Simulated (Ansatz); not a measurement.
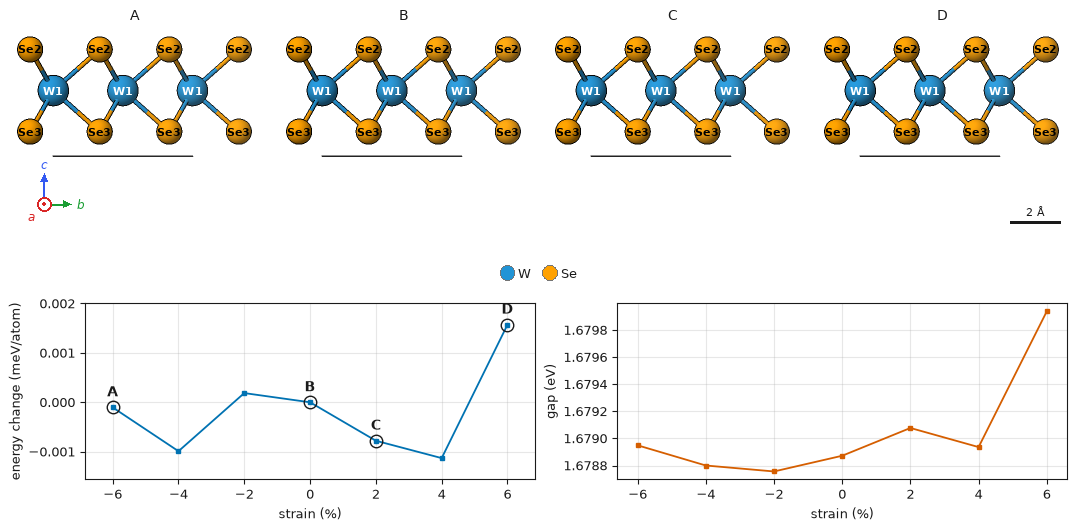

Members of a series of calculations on a crystal of WSe₂ (set up in P-6m2), marked on the first curve. A ball-and-stick model of the 2 × 2 repeat of the cell, outlined in the plane, without the vacuum, seen along the a axis.

Level of theory: DFT PBEsol, scalar-relativistic, plane waves, PAW in Ansatz 0.2.0. Set-up: plane-wave cutoff 420 eV; k-point mesh 12 × 12 × 2; occupations gaussian; smearing width 0.02 eV; no spin polarisation.

Describe the series.

Uniaxial strain along c; a, b and atoms relaxed. A (strain −6.0 %): energy change 0.0 meV/atom, volume 48.35 Å³ per atom, gap 1.68 eV. B (strain 0.0 %): energy change 0.0 meV/atom, volume 51.44 Å³ per atom, gap 1.68 eV. C (strain 2.0 %): energy change 0.0 meV/atom, volume 52.46 Å³ per atom, gap 1.68 eV. D (strain 6.0 %): energy change 0.0 meV/atom, volume 54.52 Å³ per atom, gap 1.68 eV. The rest compares A with D. The lattice vectors keep their values. 
